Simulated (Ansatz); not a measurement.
# Straining Cs2AgBiF6 (Fm-3m): density functionals against G0W0, part 4 of 4

Wanted: gap changes of Cs2AgBiF6 (Fm-3m) under several strains (per length; ions relaxed at each).

Ansatz 0.2.0; a semilocal functional, HSE06 and G0W0, plane waves, PAW. Known limits of the many-body steps: not at the basis limit; d shell near the gap, gap tends to lie low; no spin-orbit coupling; coarse k mesh.

So far. Step 19 (Biaxial in xy -4.0 %: PBE): The gap is indirect, with the least direct gap 0.90 eV higher. The pressure of 7 GPa says that this functional would expand the cell; it is kept. Step 20 (Biaxial in xy -4.0 %: G0W0): The gap on the mesh goes from 2.44 eV to 4.39 eV, a correction of +1.95 eV. Between the two edge states, bare exchange in place of the xc potential would open the gap by 10.25 eV, and correlation takes back 8.30 eV.

In doubt: one-shot GW on d or f shells is unsure (steps 4, 8, 12, 16, 20, 24), so the values of those runs are not to be relied on.

## Step 21: Biaxial in xy -4.0 %: HSE06

This step: DFT, HSE06, plane waves, PAW; PAW set soft_1.

File input.yaml:

```yaml
crystal:
  lattice:
    - [0.0, 4.4871066936, 4.6740694725]
    - [4.4871066936, 0.0, 4.6740694725]
    - [4.4871066936, 4.4871066936, 0.0]
  atoms:
    - { symbol: Cs, position: [0.75, 0.75, 0.75] }
    - { symbol: Cs, position: [0.25, 0.25, 0.25] }
    - { symbol: Ag, position: [0.5, 0.5, 0.5] }
    - { symbol: Bi, position: [0.0, 0.0, 0.0] }
    - { symbol: F, position: [0.7531430483, 0.2468569517, 0.2468569517] }
    - { symbol: F, position: [0.2407432083, 0.2407432083, 0.7592567917] }
    - { symbol: F, position: [0.2468569517, 0.7531430483, 0.7531430483] }
    - { symbol: F, position: [0.2468569517, 0.7531430483, 0.2468569517] }
    - { symbol: F, position: [0.7531430483, 0.2468569517, 0.7531430483] }
    - { symbol: F, position: [0.7592567917, 0.7592567917, 0.2407432083] }
kpoints:
  mp_grid: { grid: [2, 2, 2] }
  band_path:
    path:
      - [0.0, 0.0, 0.0]
      - [0.5, 0.0, 0.5]
      - [0.625, 0.25, 0.625]
      - [0.375, 0.375, 0.75]
      - [0.5, 0.5, 0.5]
      - [0.5, 0.25, 0.75]
      - [0.5, 0.4, 0.6]
    npoints: 1
hamiltonian:
  xc: hse06
  pseudopotentials: { kind: paw, azcp: { folder: soft_1 } }
scf:
  occupations: { method: fixed }
  n_extra_bands: 7
output:
  eigenvalues: true
```

The run is started by

```
$ ansatz run input.yaml --threads 2 --pin off --max-ram 92160MiB --backend cuda --events-out ev --progress --plain --runs-dir out --devices 1 --max-vram 13GiB
```

Numbers of over 12 decimals in the logs are rounded to 6 here.

Output:

```text
[...]
GPUs: using 1 of 1 available (devices: 1).
[...]
GPU FFT provider: cuFFT
GPU libraries: cuBLAS 13.8.2, cuFFT 12.4.0, cuSOLVER 12.3.4
Crystal: 10 atoms, lattice volume = 188.217 Å³
Basis set: ecut = 420 eV, 3671 PW (Γ)
Bands: 54, of which v1, the nominal top of the filled ones, is band 47 counted from 1 (46 counted from 0)
Symmetry: 16 space group operations
[...]
k-points: 4 of 8
[...]
E sigma→0 (E₀):  -36202.977505 eV
Fermi energy:    6.532255 eV
[...]
--- Band table (eV) ---
  k-point 0: bands = [... 43 lower, 4.4577, 4.5272, 5.3891, 5.7597, 10.8070, 10.9144, 10.9144, 11.8307, ... 3 higher]
  k-point 1: bands = [... 43 lower, 4.4854, 4.5467, 5.0815, 5.3611, 10.5409, 11.8360, 11.9714, 13.7687, ... 3 higher]
  k-point 2: bands = [... 43 lower, 4.5262, 4.6095, 5.4551, 6.5323, 11.4548, 11.8060, 12.0074, 12.3802, ... 3 higher]
  k-point 3: bands = [... 43 lower, 4.5268, 4.5268, 5.7622, 6.1886, 11.3147, 11.9578, 11.9578, 12.4384, ... 3 higher]
[key lines of the parts left out:]
Free energy (F): -36202.977505 eV
```

Elapsed: 22 s, on 1 × NVIDIA H100 80GB HBM3 (shared by 6 runs) with 2 threads of AMD EPYC 7R13 (Zen 3), shared host; peak memory 1.2 GiB; 31 s of CPU time.

This step gave:

```
gap                  : 4.009 eV
valence top at       : X
conduction bottom at : L
least direct gap     : 4.923 eV
```

The gap stands +1.55 eV against PBE.

## Step 22: Uniaxial along x +2.0 %: relaxing the ions

This step: DFT, PBE, plane waves, PAW; PAW set soft_1.

The cell differs from the one that the last finished run ended in (a 6.479 → 6.610 Å, b 6.479 → 6.677 Å, c 6.346 → 6.677 Å, α 60.7 → 59.3°, β 60.7 → 60.3°, γ 58.6 → 60.3°).

File input.yaml:

```yaml
crystal:
  lattice:
    - [0.0, 4.6740694725, 4.6740694725]
    - [4.767550862, 0.0, 4.6740694725]
    - [4.767550862, 4.6740694725, 0.0]
  atoms:
    - { symbol: Cs, position: [0.75, 0.75, 0.75] }
    - { symbol: Cs, position: [0.25, 0.25, 0.25] }
    - { symbol: Ag, position: [0.5, 0.5, 0.5] }
    - { symbol: Bi, position: [0.0, 0.0, 0.0] }
    - { symbol: F, position: [0.7581260763, 0.2418739237, 0.2418739237] }
    - { symbol: F, position: [0.2418739237, 0.2418739237, 0.7581260763] }
    - { symbol: F, position: [0.2418739237, 0.7581260763, 0.7581260763] }
    - { symbol: F, position: [0.2418739237, 0.7581260763, 0.2418739237] }
    - { symbol: F, position: [0.7581260763, 0.2418739237, 0.7581260763] }
    - { symbol: F, position: [0.7581260763, 0.7581260763, 0.2418739237] }
kpoints:
  mp_grid: { grid: [4, 4, 4] }
hamiltonian:
  xc: pbe
  pseudopotentials: { kind: paw, azcp: { folder: soft_1 } }
scf:
  occupations: { method: fermi_dirac, width: 0.02 }
relax:
  f_tol: 0.01
```

Output:

```text
GPUs: using 1 of 1 available (devices: 1).
[...]
GPU FFT provider: cuFFT
GPU libraries: cuBLAS 13.8.2, cuFFT 12.4.0, cuSOLVER 12.3.4
Crystal: 10 atoms, lattice volume = 208.313 Å³
Basis set: ecut = 420 eV, 4063 PW (Γ), exchange–correlation on 90×90×90 points (8 copies of the dense FFT grid, shifted against one another)
Bands: 57, of which v1, the nominal top of the filled ones, is band 47 counted from 1 (46 counted from 0)
[...]
- { symbol: Cs, position: [0.250000, 0.25, 0.25] }
    - { symbol: Ag, position: [0.500000, 0.5, 0.5] }
    - { symbol: Bi, position: [0, 0, 0] }
    - { symbol: F, position: [0.761573, 0.238427, 0.238427] }
    - { symbol: F, position: [0.242239, 0.242239, 0.757761] }
    - { symbol: F, position: [0.238427, 0.761573, 0.761573] }
    - { symbol: F, position: [0.242239, 0.757761, 0.242239] }
    - { symbol: F, position: [0.757761, 0.242239, 0.757761] }
    - { symbol: F, position: [0.757761, 0.757761, 0.242239] }
[key lines of the parts left out:]
SCF converged after 2 iterations
Free energy (F): -36188.130765 eV
Fermi energy:    7.101005 eV
```

It took 8.6 s on 1 × NVIDIA H100 80GB HBM3 (shared by 6 runs) with 2 threads; peak memory 0.99 GiB; 12 s of CPU time.

Step by step:

| step | energy less that of the first step (eV) | largest force component (eV/Å) |
| --- | --- | --- |
| 1 | 0.0000 | 0.2698 |
| 2 | -0.0083 | 0.0679 |
| 3 | -0.0090 | 0.0048 |
| 4 | -0.0090 | 0.0048 |

Forces are held to the 16 operations that the run works with; a distortion that breaks them can't arise in this run.

The atoms that moved most (Å):

| atom | dx | dy | dz | length |
| --- | --- | --- | --- | --- |
| F7 | 0.033 | 0.000 | 0.000 | 0.033 |
| F5 | -0.033 | 0.000 | 0.000 | 0.033 |

## Step 23: Uniaxial along x +2.0 %: PBE

File input.yaml:

```yaml
crystal:
  lattice:
    - [0.0, 4.6740694725, 4.6740694725]
    - [4.767550862, 0.0, 4.6740694725]
    - [4.767550862, 4.6740694725, 0.0]
  atoms:
    - { symbol: Cs, position: [0.75, 0.75, 0.75] }
    - { symbol: Cs, position: [0.25, 0.25, 0.25] }
    - { symbol: Ag, position: [0.5, 0.5, 0.5] }
    - { symbol: Bi, position: [0.0, 0.0, 0.0] }
    - { symbol: F, position: [0.7615732023, 0.2384267977, 0.2384267977] }
    - { symbol: F, position: [0.2422392433, 0.2422392433, 0.7577607567] }
    - { symbol: F, position: [0.2384267977, 0.7615732023, 0.7615732023] }
    - { symbol: F, position: [0.2422392433, 0.7577607567, 0.2422392433] }
    - { symbol: F, position: [0.7577607567, 0.2422392433, 0.7577607567] }
    - { symbol: F, position: [0.7577607567, 0.7577607567, 0.2422392433] }
kpoints:
  mp_grid: { grid: [4, 4, 4] }
  band_path:
    path:
      - [0.0, 0.0, 0.0]
      - [0.5, 0.0, 0.5]
      - [0.625, 0.25, 0.625]
      - [0.375, 0.375, 0.75]
      - [0.5, 0.5, 0.5]
      - [0.5, 0.25, 0.75]
      - [0.5, 0.4, 0.6]
    npoints: 1
hamiltonian:
  xc: pbe
  pseudopotentials: { kind: paw, azcp: { folder: soft_1 } }
scf:
  occupations: { method: fermi_dirac, width: 0.02 }
  n_extra_bands: 7
output:
  eigenvalues: true
  forces: true
  stress: true
```

Output:

```text
[...]
GPUs: using 1 of 1 available (devices: 1).
[...]
GPU FFT provider: cuFFT
GPU libraries: cuBLAS 13.8.2, cuFFT 12.4.0, cuSOLVER 12.3.4
Crystal: 10 atoms, lattice volume = 208.313 Å³
Basis set: ecut = 420 eV, 4063 PW (Γ), exchange–correlation on 90×90×90 points (8 copies of the dense FFT grid, shifted against one another)
[...]
k-point 0: bands = [... 43 lower, 4.3285, 4.3602, 5.0818, 5.2307, 9.2170, 9.2435, 9.2435, 9.5200, ... 3 higher]
  k-point 1: bands = [... 43 lower, 4.3418, 4.3708, 4.9426, 5.0724, 8.6742, 9.6211, 9.6486, 10.6405, ... 3 higher]
  k-point 2: bands = [... 43 lower, 4.3515, 4.3768, 4.8149, 4.9253, 8.4383, 10.0787, 10.1180, 11.4688, ... 3 higher]
  k-point 12: bands = [... 43 lower, 4.3568, 4.4274, 4.8974, 5.7093, 9.4169, 9.8487, 9.8487, 10.5276, ... 3 higher]
[key lines of the parts left out:]
SCF converged after 11 iterations
Free energy (F): -36188.130765 eV
Fermi energy:    7.100929 eV
P = ⅓ Tr σ = 1.6136 GPa (16.136 kbar)
```

Run time: 6.8 s. Hardware: 1 × NVIDIA H100 80GB HBM3 (shared by 6 runs) with 2 threads; peak memory 0.99 GiB; 9.3 s of CPU time.

Numbers from this step:

```yaml
pressure: 1.614 GPa
gap: 2.662 eV
valence_top_at: X
conduction_bottom_at: L
least_direct_gap: 3.403 eV
```

The gap is indirect, with the least direct gap 0.74 eV higher.

## Step 24: Uniaxial along x +2.0 %: G0W0

This step: G0W0 on PBE, plane waves, PAW; PAW set soft_1.

input.yaml, the sections that differ from step 23:

```yaml
kpoints:
  mp_grid: { grid: [2, 2, 2] }
scf:
  occupations: { method: fixed }
gw:
  n_empty_bands: 768
  ecut_chi: 140
  qp_bands: [v3, c3]
  qp_kpoints: band_edges
  screening: { model: contour_deformation }
# crystal, hamiltonian: as in step 23
# output: removed
```

Output:

```text
GPUs: using 1 of 1 available (devices: 1).
[...]
GPU FFT provider: cuFFT
GPU libraries: cuBLAS 13.8.2, cuFFT 12.4.0, cuSOLVER 12.3.4
Crystal: 10 atoms, lattice volume = 208.313 Å³
Basis set: ecut = 420 eV, 4063 PW (Γ)
Bands: 57, of which v1, the nominal top of the filled ones, is band 47 counted from 1 (46 counted from 0)
Symmetry: 16 space group operations
[...]
k-points: 4 of 8
[...]
1    46      4.8250   -35.1496     5.1470   -28.4671  0.7453     3.2142     3.2895  root
[...]
3    47      5.7876   -34.2926     4.5024   -28.5350  0.7616     4.5008     4.5324  root
     3    48      9.6188   -10.8852    -3.0990   -14.9940  0.8170    10.6431    10.6286  root
     3    49      9.8382    -9.3508    -3.9414   -14.2923  0.8053    10.8570    10.8382  root
     3    50     10.0181   -11.7190    -3.3421   -16.1707  0.8080    11.1487    11.1276  root
[key lines of the parts left out:]
SCF converged after 11 iterations
Free energy (F): -36188.096640 eV
Fermi energy:    5.787596 eV
```

Wall time 19 s (1 × NVIDIA H100 80GB HBM3 (shared by 6 runs) with 2 threads); peak memory 1.8 GiB; 28 s of CPU time.

Numbers from this step:

| Quantity | Value |
| --- | --- |
| bands summed | 815 |
| RPA ε∞ on this mesh (eigenvalues) | 2.835, 2.869, 2.869 |
| plane waves in the screening matrix | 773 |
| G0W0 gap on the mesh | 4.781 eV |
| k of the valence top | -0.5, 0, -0.5 |
| k of the conduction bottom | 0, 0, -0.5 |
| starting gap on the mesh | 2.654 eV |
| least direct G0W0 gap on the computed points | 5.879 eV |

The gap on the mesh goes from 2.65 eV to 4.78 eV, a correction of +2.13 eV. Between the two edge states, bare exchange in place of the xc potential would open the gap by 10.29 eV, and correlation takes back 8.16 eV.

## Step 25: Uniaxial along x +2.0 %: HSE06

This step: DFT, HSE06, plane waves, PAW; PAW set soft_1.

input.yaml, as its differences from that of step 24:

```diff
@@ -18,4 +18,14 @@
   mp_grid: { grid: [2, 2, 2] }
+  band_path:
+    path:
+      - [0.0, 0.0, 0.0]
+      - [0.5, 0.0, 0.5]
+      - [0.625, 0.25, 0.625]
+      - [0.375, 0.375, 0.75]
+      - [0.5, 0.5, 0.5]
+      - [0.5, 0.25, 0.75]
+      - [0.5, 0.4, 0.6]
+    npoints: 1
 hamiltonian:
-  xc: pbe
+  xc: hse06
   pseudopotentials: { kind: paw, azcp: { folder: soft_1 } }
@@ -23,7 +33,4 @@
   occupations: { method: fixed }
-gw:
-  n_empty_bands: 768
-  ecut_chi: 140
-  qp_bands: [v3, c3]
-  qp_kpoints: band_edges
-  screening: { model: contour_deformation }
+  n_extra_bands: 7
+output:
+  eigenvalues: true
```

Output:

```text
[...]
GPUs: using 1 of 1 available (devices: 1).
[...]
GPU FFT provider: cuFFT
GPU libraries: cuBLAS 13.8.2, cuFFT 12.4.0, cuSOLVER 12.3.4
Crystal: 10 atoms, lattice volume = 208.313 Å³
Basis set: ecut = 420 eV, 4063 PW (Γ)
Bands: 54, of which v1, the nominal top of the filled ones, is band 47 counted from 1 (46 counted from 0)
Symmetry: 16 space group operations
[...]
k-points: 4 of 8
[...]
E sigma→0 (E₀):  -36203.414123 eV
Fermi energy:    4.679466 eV
[...]
--- Band table (eV) ---
  k-point 0: bands = [... 43 lower, 2.9722, 3.0063, 3.7513, 3.9129, 9.5988, 9.6268, 9.6268, 10.0494, ... 3 higher]
  k-point 1: bands = [... 43 lower, 3.0238, 3.0748, 3.4793, 3.6029, 8.9583, 10.4708, 10.5105, 12.1335, ... 3 higher]
  k-point 2: bands = [... 43 lower, 3.0295, 3.0295, 3.9146, 4.5393, 9.9528, 10.4643, 10.4643, 10.5623, ... 3 higher]
  k-point 3: bands = [... 43 lower, 3.0293, 3.0691, 3.7870, 4.6795, 9.9963, 10.4366, 10.4817, 10.5418, ... 3 higher]
[key lines of the parts left out:]
Free energy (F): -36203.414123 eV
```

Elapsed: 26 s, on 1 × NVIDIA H100 80GB HBM3 (shared by 6 runs) with 2 threads; peak memory 1.2 GiB; 36 s of CPU time.

Numbers from this step:

| Item | Value |
| --- | --- |
| gap | 4.279 eV |
| valence top at | X |
| conduction bottom at | L |
| least direct gap | 5.106 eV |

The gap stands +1.62 eV against PBE.

## Step 26: Gaps under strain

Gaps in eV; G0W0 is the start's gap plus the shift on one mesh and one count of bands for all cells.

| strain | PBE | G0W0@PBE | HSE06 | change, PBE | change, G0W0@PBE | change, HSE06 |
| --- | --- | --- | --- | --- | --- | --- |
| unstrained | 2.68 | 4.78 | 4.29 | - | - | - |
| hydrostatic -3.0 % | 2.56 | 4.49 | 4.11 | −0.124 | −0.288 | −0.180 |
| uniaxial along z -3.0 % | 2.52 | 4.54 | 4.10 | −0.166 | −0.241 | −0.195 |
| biaxial in xy -4.0 % | 2.46 | 4.39 | 4.01 | −0.227 | −0.387 | −0.282 |
| uniaxial along x +2.0 % | 2.66 | 4.78 | 4.28 | −0.020 | +0.002 | −0.012 |

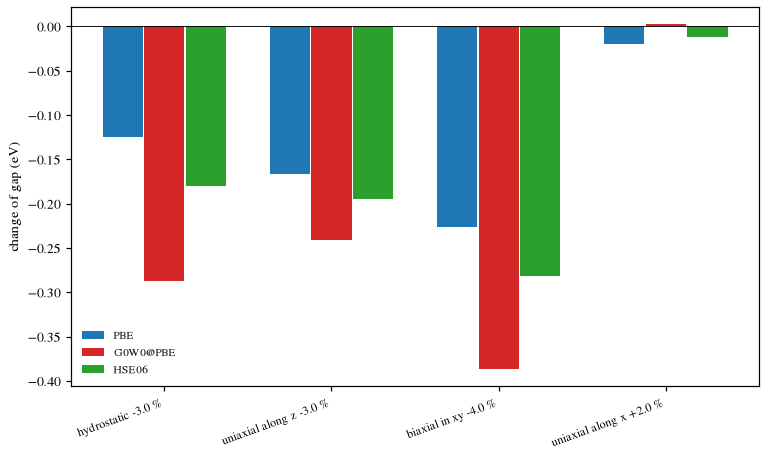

Change of the gap for each strain and level.

## Step 27: Results

```json
{
 "unstrained": "PBE 2.68, G0W0@PBE 4.78, HSE06 4.29 eV",
 "hydrostatic -3.0 %": "PBE 2.56, G0W0@PBE 4.49, HSE06 4.11 eV",
 "uniaxial along z -3.0 %": "PBE 2.52, G0W0@PBE 4.54, HSE06 4.10 eV",
 "biaxial in xy -4.0 %": "PBE 2.46, G0W0@PBE 4.39, HSE06 4.01 eV",
 "uniaxial along x +2.0 %": "PBE 2.66, G0W0@PBE 4.78, HSE06 4.28 eV"
}
```

**Reading.** Hydrostatic -3.0 %: the G0W0@PBE gap changes by −0.29 eV. Uniaxial along z -3.0 %: the G0W0@PBE gap changes by −0.24 eV. Biaxial in xy -4.0 %: the G0W0@PBE gap changes by −0.39 eV. Uniaxial along x +2.0 %: the G0W0@PBE gap changes by under 0.03 eV, which these settings can't resolve. The slope for hydrostatic strain is +0.096 eV for each per cent, between hydrostatic -3.0 % and unstrained. The slope for uniaxial z strain is +0.080 eV for each per cent, between uniaxial along z -3.0 % and unstrained. The slope for biaxial xy strain is +0.097 eV for each per cent, between biaxial in xy -4.0 % and unstrained. PBE misses the unstrained G0W0@PBE gap by −2.10 eV but its changes by 0.164 eV at most. HSE06 misses the unstrained G0W0@PBE gap by −0.49 eV but its changes by 0.108 eV at most. Levels are read on the mesh, at the zone's corners and at the band edges found on the unstrained path, so a valley that moves off them is missed. The count of screening plane waves jumps between cells, which leaves noise of a few hundredths of an eV in G0W0. The 2×2×2 mesh is coarse for this cell (its supercell is 13 Å along the shortest edge). The RPA ε∞ on it, from the PBE start, is 2.91; such meshes misread the long-range screening, most where the gap is narrow. Where an edge is built on 6p states of lead, bismuth or thallium, scalar-relativistic gaps usually stand too wide, by a few tenths to over one eV. A d shell, filled or nearly so, lies near the gap. One-shot GW converges very slowly in bands there, not always from below, and on a semilocal start the gap tends to come out low; starts rich in exact exchange can overshoot instead. The many-body steps are scalar-relativistic: spin-orbit coupling is not in them.

[Paths, hosts, dates, memory and timing lines, banners, echoed tables and standing remarks are left out of the program output.]

[Logs are printed without paths, hosts, clocks, repeated set-up lines and the standing remarks that a program may print on its own settings, such as how far it seeks lower states.]

[Runs of the session that timed out or met a known fault of the program may be left out.]

[Cells called generated may have been cut or substituted from an entry of the Crystallography Open Database or the Materials Project.]

[Hosts, paths, dates, database ids (printed as entryN), source tags and the programs' standing remarks are cut or masked in the printed files.]
